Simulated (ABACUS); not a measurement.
Geometry relaxation, with input and output: C (part 1 of 2)

C (Fd-3m, 2 atoms in the cell), computed with Kohn-Sham DFT of a periodic cell, SCAN, SG15 ONCV 1.2 PBE, no spin polarisation (ABACUS 3.10.1).

The structure derives from an entry of the Crystallography Open Database.

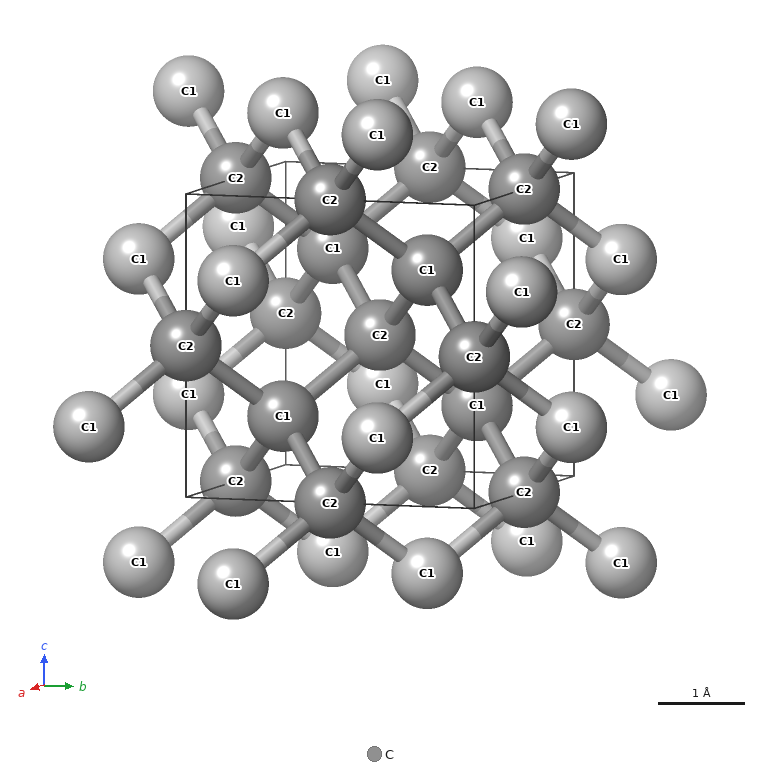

The structure as given in the input (ball-and-stick view of the cell 4 times as large as that of the calculation, set on its symmetry axes, seen slightly off an axis; neighbours outside the cell are drawn fainter; atoms are numbered from 1 in the order of the input). Near neighbours in the crystal (not all of them lie inside the picture): C has 4 C at 1.54 Å.

### Input file
```python
"""Relaxation by an ASE optimiser with ABACUS as a small file-based calculator."""
import re
import subprocess
import numpy as np
from ase.calculators.calculator import Calculator, all_changes
from ase.filters import FrechetCellFilter
from ase.io import read
from ase.optimize import FIRE
from ase.stress import full_3x3_to_voigt_6_stress
from ase.units import Bohr, GPa

atoms = read("C.xyz")
atoms = atoms[(-atoms.numbers).argsort(kind="stable")]  # ABACUS lists atoms element by element
pseudo = {'C': 'C_ONCV_PBE-1.2.upf'}
orbital = {'C': 'C_confined-atom_6au_2s2p1d.orb'}
magmoms = None
kmesh = [10, 10, 10]
params = {
    'suffix': 'C',
    'calculation': 'scf',
    'basis_type': 'lcao',
    'pseudo_dir': './',
    'orbital_dir': './',
    'symmetry': 1,
    'dft_functional': 'scan',
    'ecutwfc': 100,
    'pseudo_rcut': 10,
    'nspin': 1,
    'nbands': 8,
    'ks_solver': 'genelpa',
    'smearing_method': 'fd',
    'smearing_sigma': 0.00367493,
    'scf_thr': 1e-07,
    'scf_nmax': 100,
    'mixing_type': 'broyden',
    'mixing_beta': 0.7,
    'cal_force': 1,
    'cal_stress': 1,
    'mixing_tau': 1,
    'out_mul': 1,
}


def write_input(atoms):
    symbols = atoms.get_chemical_symbols()
    elements = list(dict.fromkeys(symbols))
    lines = ["ATOMIC_SPECIES"] + [f"{e} {atoms.get_masses()[symbols.index(e)]:.4f} {pseudo[e]}" for e in elements]
    if orbital:
        lines += ["", "NUMERICAL_ORBITAL"] + [orbital[e] for e in elements]
    lines += ["", "LATTICE_CONSTANT", f"{1 / Bohr:.10f}", "", "LATTICE_VECTORS"]
    lines += [" ".join(f"{x:.10f}" for x in v) for v in atoms.cell]
    lines += ["", "ATOMIC_POSITIONS", "Direct"]
    for e in elements:
        lines += ["", e, "0.0", str(symbols.count(e))]
        for i, p in enumerate(atoms.get_scaled_positions(wrap=False)):
            if symbols[i] == e:
                mag = "" if magmoms is None else " mag " + " ".join(str(x) for x in (magmoms[i] if isinstance(magmoms[i], list) else [magmoms[i]]))
                lines.append(" ".join(f"{x:.10f}" for x in p) + " 1 1 1" + mag)
    open("STRU", "w").write("\n".join(lines) + "\n")
    open("KPT", "w").write("K_POINTS\n0\nGamma\n%d %d %d 0 0 0\n" % tuple(kmesh))
    open("INPUT", "w").write("INPUT_PARAMETERS\n" + "".join(f"{k:<20s}{v}\n" for k, v in params.items()))


class Abacus(Calculator):
    implemented_properties = ["energy", "free_energy", "forces", "stress"]

    def calculate(self, atoms=None, properties=("energy",), system_changes=all_changes):
        super().calculate(atoms, properties, system_changes)
        write_input(self.atoms)
        subprocess.run(['mpirun', '-np', '4', 'abacus'], check=True)
        log = open("OUT.C/running_scf.log").read()
        if "charge density convergence is achieved" not in log:
            raise RuntimeError("SCF not converged")
        rows = lambda title, n: np.array([l.split()[-3:] for l in log.split(title)[-1].split("\n")[2:2 + n]], float)
        energy = float(re.findall(r"FINAL_ETOT_IS (\S+)", log)[-1])
        stress = -rows("TOTAL-STRESS", 3) / 10 * GPa  # ABACUS prints kbar, compression positive
        self.results = dict(energy=energy, free_energy=energy, forces=rows("TOTAL-FORCE", len(self.atoms)), stress=full_3x3_to_voigt_6_stress(stress))


atoms.calc = Abacus()
opt = FIRE(FrechetCellFilter(atoms), logfile="opt.log", trajectory="relax.traj")
print("optimiser converged:", opt.run(fmax=0.02, steps=60))
```

### File C.xyz
```
2
Lattice="0.0000000000 1.7833700000 1.7833700000 1.7833700000 0.0000000000 1.7833700000 1.7833700000 1.7833700000 0.0000000000" Properties=species:S:1:pos:R:3 pbc="T T T"
C      2.6750550000      2.6750550000      2.6750550000
C      1.7833700000      1.7833700000      1.7833700000
```

### File INPUT
```
INPUT_PARAMETERS
suffix              C
calculation         scf
basis_type          lcao
pseudo_dir          ./
orbital_dir         ./
symmetry            1
dft_functional      scan
ecutwfc             100
pseudo_rcut         10
nspin               1
nbands              8
ks_solver           genelpa
smearing_method     fd
smearing_sigma      0.00367493
scf_thr             1e-07
scf_nmax            100
mixing_type         broyden
mixing_beta         0.7
cal_force           1
cal_stress          1
mixing_tau          1
out_mul             1
```

### File STRU
```
ATOMIC_SPECIES
C 12.0110 C_ONCV_PBE-1.2.upf

NUMERICAL_ORBITAL
C_confined-atom_6au_2s2p1d.orb

LATTICE_CONSTANT
1.8897261258

LATTICE_VECTORS
-0.0000000000 1.7842282251 1.7842282251
1.7842282251 -0.0000000000 1.7842282251
1.7842282251 1.7842282251 0.0000000000

ATOMIC_POSITIONS
Direct

C
0.0
2
0.7500000000 0.7500000000 0.7500000000 1 1 1
0.5000000000 0.5000000000 0.5000000000 1 1 1
```

### File KPT
```
K_POINTS
0
Gamma
10 10 10 0 0 0
```

Run on 4 threads of Intel Xeon (Sapphire Rapids), 16 GiB of memory available, shared host.

Launched with:
```bash
OMP_NUM_THREADS=1 python run_abacus.py > log
```

### What the program printed
```
ABACUS v3.10.1

               Atomic-orbital Based Ab-initio Computation at UStc

 ------------------------------------------------------------------------------------

 READING GENERAL INFORMATION
                           global_out_dir = OUT.C/
                           global_in_card = INPUT
                               pseudo_dir = ./
                              orbital_dir = ./
                                    DSIZE = 4
                                    GSIZE = 1

 READING UNITCELL INFORMATION
                                    ntype = 1
                  lattice constant (Bohr) = 1.88973
              lattice constant (Angstrom) = 1

 READING ATOM TYPE 1
                               atom label = C
                      L=0, number of zeta = 2
                      L=1, number of zeta = 2
                      L=2, number of zeta = 1
             number of atom for this type = 2

                        TOTAL ATOM NUMBER = 2
DIRECT COORDINATES
    atom                   x                   y                   z     mag                  vx                  vy                  vz
taud_C1            0.7500000000        0.7500000000        0.7500000000  0.0000        0.0000000000        0.0000000000        0.0000000000
taud_C2            0.5000000000        0.5000000000        0.5000000000  0.0000        0.0000000000        0.0000000000        0.0000000000

                          Volume (Bohr^3) = 76.6616
                             Volume (A^3) = 11.3601

 Lattice vectors: (Cartesian coordinate: in unit of a_0)
                   -0            +1.78423            +1.78423
             +1.78423                  -0            +1.78423
             +1.78423            +1.78423                  +0
 Reciprocal vectors: (Cartesian coordinate: in unit of 2 pi/a_0)
            -0.280233           +0.280233           +0.280233
            +0.280233           -0.280233           +0.280233
            +0.280233           +0.280233           -0.280233
 The esolver type has been set to : ksdft_lcao

                PAO radial cut off (Bohr) = 10

 Read in pseudopotential file is C_ONCV_PBE-1.2.upf
                     pseudopotential type = NC
          exchange-correlation functional = PBE
                 nonlocal core correction = 0
                        valence electrons = 4
                                     lmax = 1
                           number of zeta = 0
                     number of projectors = 4
                           L of projector = 0
                           L of projector = 0
                           L of projector = 1
                           L of projector = 1
 XC functional updated to : scan
          exchange-correlation functional = SCAN
     initial pseudo atomic orbital number = 0

 SETUP THE ELECTRONS NUMBER
             electron number of element C = 4
       total electron number of element C = 8
            AUTOSET number of electrons:  = 8
                           occupied bands = 4
                                   NLOCAL = 26
                                   NBANDS = 8
                                   NBANDS = 8
                                   NLOCAL = 26

 SETUP THE PLANE WAVE BASIS
 energy cutoff for charge/potential (unit:Ry) = 400
            fft grid for charge/potential = [ 32, 32, 32 ]
                        fft grid division = [ 4, 4, 4 ]
        big fft grid for charge/potential = [ 8, 8, 8 ]
                                     nbxx = 128
                                     nrxx = 8192

 SETUP PLANE WAVES FOR CHARGE/POTENTIAL
                    number of plane waves = 10417
                         number of sticks = 637

 PARALLEL PW FOR CHARGE/POTENTIAL
     PROC   COLUMNS(POT)             PW
        1            159           2604
        2            159           2604
        3            159           2604
        4            160           2605
 --------------- sum -------------------
        4            637          10417
                            number of |g| = 153
                                  max |g| = 36.1241
                                  min |g| = 0.628245

----------- Double Check Mixing Parameters Begin ------------
mixing_type: broyden
mixing_beta: 0.7
mixing_gg0: 1
mixing_gg0_min: 0.1
mixing_ndim: 8
----------- Double Check Mixing Parameters End ------------

 LATTICE VECTORS: (CARTESIAN COORDINATE: IN UNIT OF A0)
                   -0            +1.78423            +1.78423
             +1.78423                  -0            +1.78423
             +1.78423            +1.78423                  +0
                       right hand lattice = 1
                                   NORM_A = 2.52328
                                   NORM_B = 2.52328
                                   NORM_C = 2.52328
                           ALPHA (DEGREE) = 60
                           BETA  (DEGREE) = 60
                           GAMMA (DEGREE) = 60

 The lattice vectors have been changed (STRU_SIMPLE.cif)

(for optimal symmetric configuration:)
                             BRAVAIS TYPE = 3
                     BRAVAIS LATTICE NAME = 03. Cubic F (face-centered)
                                    ibrav = 3
                                    IBRAV = 3
                                  BRAVAIS = FACE CENTERED CUBIC
                       LATTICE CONSTANT A = 3.56846
Original cell was already a primitive cell.
                        ROTATION MATRICES = 48
              PURE POINT GROUP OPERATIONS = 24
                   SPACE GROUP OPERATIONS = 48
                                       C2 = 3
                                       C3 = 8
                                       C4 = 0
                                       C6 = 0
                                       S1 = 6
                                       S3 = 0
                                       S4 = 6
                                       S6 = 0
                              POINT GROUP = T_d
               POINT GROUP IN SPACE GROUP = O_h

 SETUP K-POINTS
                                    nspin = 1
                   Input type of k points = Monkhorst-Pack(Gamma)
                                   nkstot = 1000
                       right hand lattice = 1
(for reciprocal lattice: )
                             BRAVAIS TYPE = 2
                     BRAVAIS LATTICE NAME = 02. Cubic I (body-centered)
                                    ibrav = 2
                       right hand lattice = 1
(for k-lattice: )
                             BRAVAIS TYPE = 2
                     BRAVAIS LATTICE NAME = 02. Cubic I (body-centered)
                                    ibrav = 2
                       right hand lattice = 1
                        ROTATION MATRICES = 48
                               nkstot_ibz = 47
K-POINTS REDUCTION ACCORDING TO SYMMETRY
     IBZ    DIRECT_X    DIRECT_Y    DIRECT_Z  WEIGHT  ibz2bz
       1  0.00000000  0.00000000  0.00000000  0.0010       0
       2  0.10000000  0.10000000  0.10000000  0.0080       1
       3  0.20000000  0.20000000  0.20000000  0.0080       2
       4  0.30000000  0.30000000  0.30000000  0.0080       3
       5  0.40000000  0.40000000  0.40000000  0.0080       4
       6  0.50000000  0.50000000  0.50000000  0.0040       5
       7  0.10000000  0.10000000  0.00000000  0.0060      11
       8  0.20000000  0.20000000  0.10000000  0.0240      12
       9  0.30000000  0.30000000  0.20000000  0.0240      13
      10  0.40000000  0.40000000  0.30000000  0.0240      14
      11  0.50000000  0.50000000  0.40000000  0.0240      15
      12  0.50000000  0.40000000  0.40000000  0.0240      16
      13  0.40000000  0.30000000  0.30000000  0.0240      17
      14  0.30000000  0.20000000  0.20000000  0.0240      18
      15  0.10000000  0.10000000  0.20000000  0.0120      19
      16  0.20000000  0.20000000  0.00000000  0.0060      22
      17  0.30000000  0.30000000  0.10000000  0.0240      23
      18  0.40000000  0.40000000  0.20000000  0.0240      24
      19  0.50000000  0.50000000  0.30000000  0.0240      25
      20 -0.40000000  0.40000000  0.40000000  0.0240      26
      21  0.50000000  0.30000000  0.30000000  0.0240      27
      22  0.40000000  0.20000000  0.20000000  0.0120      28
      23  0.30000000  0.30000000  0.00000000  0.0060      33
      24  0.40000000  0.40000000  0.10000000  0.0240      34
      25  0.50000000  0.50000000  0.20000000  0.0240      35
      26 -0.30000000  0.40000000  0.40000000  0.0240      36
      27 -0.40000000  0.30000000  0.30000000  0.0120      37
      28  0.40000000  0.40000000  0.00000000  0.0060      44
      29  0.50000000  0.50000000  0.10000000  0.0240      45
      30 -0.20000000  0.40000000  0.40000000  0.0120      46
[... 17 further k points ...]

                               nkstot now = 47
[... K-POINTS DIRECT COORDINATES: 47 rows ...]

           k-point number in this process = 47
       minimum distributed K point number = 47
[... stars of the k points ...]

[... K-POINTS CARTESIAN COORDINATES: 47 rows ...]

[... K-POINTS DIRECT COORDINATES: 47 rows ...]

 SETUP PLANE WAVES FOR WAVE FUNCTIONS
     energy cutoff for wavefunc (unit:Ry) = 100
              fft grid for wave functions = [ 32, 32, 32 ]
                    number of plane waves = 1893
                         number of sticks = 199

 PARALLEL PW FOR WAVE FUNCTIONS
     PROC   COLUMNS(POT)             PW
        1             49            471
        2             50            474
        3             50            474
        4             50            474
 --------------- sum -------------------
        4            199           1893

 SET NONLOCAL PSEUDOPOTENTIAL PROJECTORS
 max number of nonlocal projetors among all species is 4

 -------------------------------------------
 SELF-CONSISTENT
 -------------------------------------------

 SETUP SEARCHING RADIUS FOR PROGRAM TO SEARCH ADJACENT ATOMS
                  longest orb rcut (Bohr) = 6
   longest nonlocal projector rcut (Bohr) = 1.44
                     search radius (Bohr) = 14.9
              searching radius is (Bohr)) = 14.9
         searching radius unit is (Bohr)) = 1.89
                         PeriodicBoundary = 1
                        Radius(unit:lat0) = 7.87
                                   glayer = [ 5, 5, 5 ]
                             glayer_minus = [ 4, 4, 4 ]

Find the coordinate range of the input atom(unit:lat0).
                                  min_tau = [ -12.5, -12.5, -12.5 ]
                                  max_tau = [ 17, 17, 17 ]
                                BoxNumber = [ 9, 9, 9 ]

 SETUP EXTENDED REAL SPACE GRID FOR GRID INTEGRATION
                          real space grid = [ 32, 32, 32 ]
                 big cell numbers in grid = [ 8, 8, 8 ]
             meshcell numbers in big cell = [ 4, 4, 4 ]
                        extended fft grid = [ 13, 13, 13 ]
                dimension of extened grid = [ 35, 35, 35 ]
                            UnitCellTotal = 125
              Atom number in sub-FFT-grid = 2
    Local orbitals number in sub-FFT-grid = 26
                                ParaV.nnr = 23757
                                 init_chg = atomic

 LCAO ALGORITHM --------------- ION=   1  ELEC=   1--------------------------------

 Density error is 0.123295604132
----------------------------------------------------------
     Energy           Rydberg                 eV
```
